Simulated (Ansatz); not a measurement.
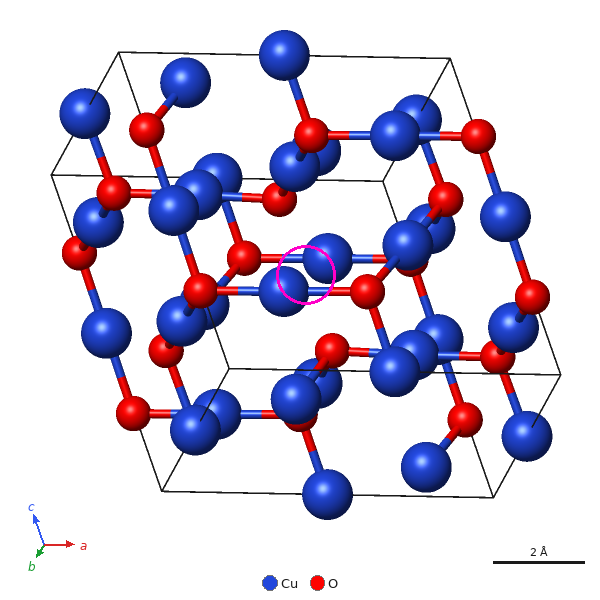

The figure gives a ball-and-stick picture of the atoms, viewed from a general direction. Atoms at the boundary of the supercell (the box) are drawn once for each face, edge or corner they touch. The host is Cu$_{2}$O, in a cell of 24 sites, and the cell is neutral. A ring marks the defect's site.

> What kind of defect was put in?

A copper vacancy. Around the empty site lie two O at about 1.8 Å.

Calculation details: Ansatz 0.2.0, DFT PBE, scalar-relativistic, plane waves, PAW; 420 eV cutoff, Brillouin-zone sampling on a 3×3×3 mesh, Gaussian smearing of 0.02 eV, collinear spins.

> Is the defect magnetic?

No net moment.

The atoms were relaxed in the host's cell with DFT PBE, scalar-relativistic, plane waves, PAW in Ansatz 0.2.0.
